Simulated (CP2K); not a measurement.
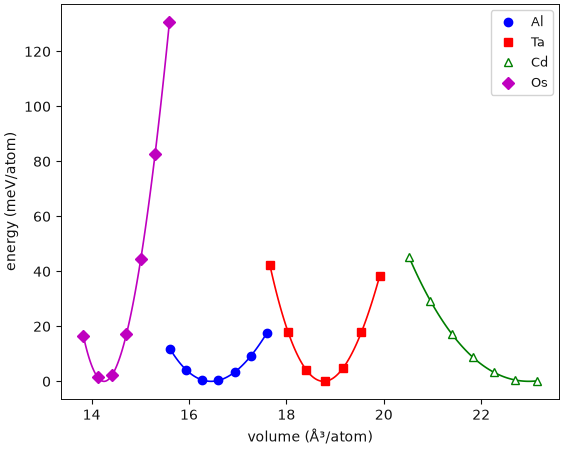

Caption: Energy against volume, with one curve for each element, for Al, Cd, Os and Ta (all in space group Fm-3m (No. 225)).

Settings that differ: Al: k mesh 11×11×11; Ta: k mesh 11×11×11; Cd: k mesh 10×10×10; Os: k mesh 12×12×12.

The fitted equilibrium volumes, smallest first, are Os 14.256, Al 16.454, Ta 18.766, Cd 22.978 Å³/atom. The fitted bulk moduli, smallest first, are Cd 44.2, Al 79.7, Ta 190.5, Os 394.6 GPa.

Method: DFT in Gaussian orbitals with a plane-wave density, no spin polarisation; energies at scaled volumes of the given cell, shape and fractions fixed, counted from the fit's minimum, third-order Birch-Murnaghan fit (CP2K 2026.2). Level: PBE.

```
       setting                        value
   occupations                  Fermi–Dirac
smearing width                      0.05 eV
    potentials  GTH PBE with UZH TZVP basis
density cutoff                      6123 eV
```
